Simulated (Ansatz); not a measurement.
Cu3O

Input

```
crystal:
  lattice:
    - [-2.3153495095, 2.3153495095, 2.3153495095]
    - [2.3153495095, -2.3153495095, 2.3153495095]
    - [2.3153495095, 2.3153495095, -2.3153495095]
  atoms:
    - { symbol: Cu, position: [0.0, 0.5, 0.5] }
    - { symbol: Cu, position: [0.5, 0.0, 0.5] }
    - { symbol: Cu, position: [0.5, 0.5, 0.0] }
    - { symbol: O, position: [0.0, 0.0, 0.0] }
basis:
  ecutwfc: 420
kpoints:
  mp_grid: { grid: [14, 14, 14] }
hamiltonian:
  xc: pbe
scf:
  occupations: { method: gaussian, width: 0.1 }
output:
  forces: true
  stress: true
  eigenvalues: true
  write_density: true
  write_potential: true
  elf: true
  volumetric_format: npy
relax:
  adjacent_minimum: "off"
  f_tol: 0.01
  max_steps: 80
  cell: { stress_tol: 0.05 }
```

Run with:

```sh
ansatz run input.yaml --threads 1 --pin off --max-ram 2560MiB --backend cpu --events-out ev --progress --plain --runs-dir out
```

Below, planes, directions and counts refer to the conventional cell (a = 4.63 Å, b = 4.63 Å, c = 4.63 Å, α = 90.00°, β = 90.00°, γ = 90.00°).

The fields are those of the run's last geometry, not of the input's.

Space group Im-3m; a structure generated by program, which may or may not match a known phase; computed without spin polarisation.

Theory: DFT PBE, scalar-relativistic, plane waves, PAW in Ansatz.

Q: What can the converged valence pseudo-density and electron localisation function tell about the bonding?

A: Cu–Cu (2.32 Å): ρ is about 0.38 e/Å³ halfway; the ELF is about 0.20 at the midpoint: no localised pair shows between them.
Cu–O (2.32 Å): the density is about 0.29 e/Å³ at the midpoint; the ELF is about 0.15 at the midpoint: no shared electron pair shows on this line.

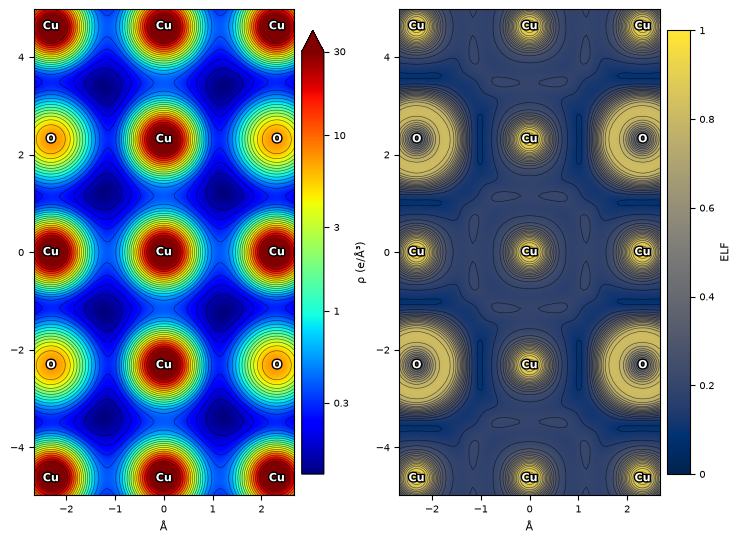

Computed valence pseudo-density and electron localisation function on the (100) plane of the conventional cell, in this order. 

Core electrons are frozen (PAW), and the valence fields are smoothed inside the atomic spheres.
